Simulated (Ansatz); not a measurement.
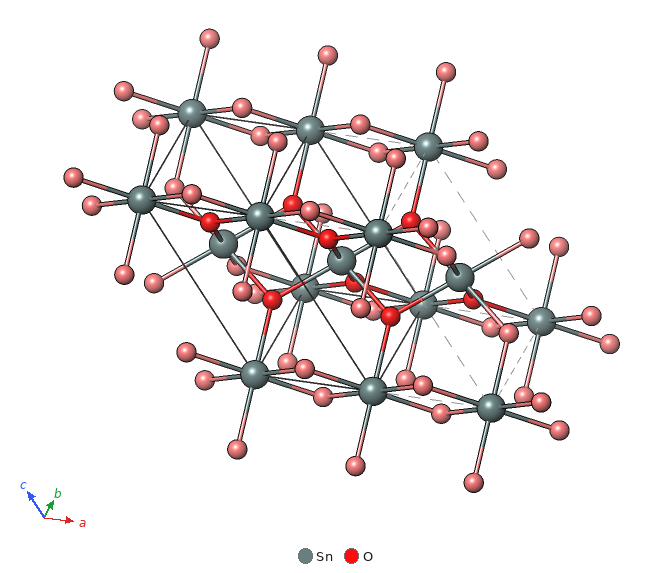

Ball-and-stick drawing of the structure, looking from a general direction. A block of 2×1×1 cells is shown, with one conventional unit cell in solid outline. The first bonded neighbours in the surrounding cells are also shown, in fainter colours.

SnO2, space group P2_1/c (No. 14), a = 3.21 Å, b = 4.77 Å, c = 5.67 Å, α = 90.00°, β = 122.79°, γ = 90.00°.

Calculation details: DFT PBEsol, scalar-relativistic, plane waves, PAW (Ansatz); a kinetic-energy cutoff of 420 eV, k-points about 0.24 Å⁻¹ apart, Gaussian smearing of 0.02 eV, no spin polarisation.

How large a gap does the method give, if there is one?

A semiconductor at this level, with a gap of 0.91 eV.

Which way would the volume go on relaxing?

The computed pressure is 0.0 GPa, close to zero. The stress isn't hydrostatic: its largest component is 2.7 GPa.

The initial geometry was a structure listed in the Materials Project. The cell was then strained or its atoms displaced on purpose. It was run through Ansatz as a DFT input.
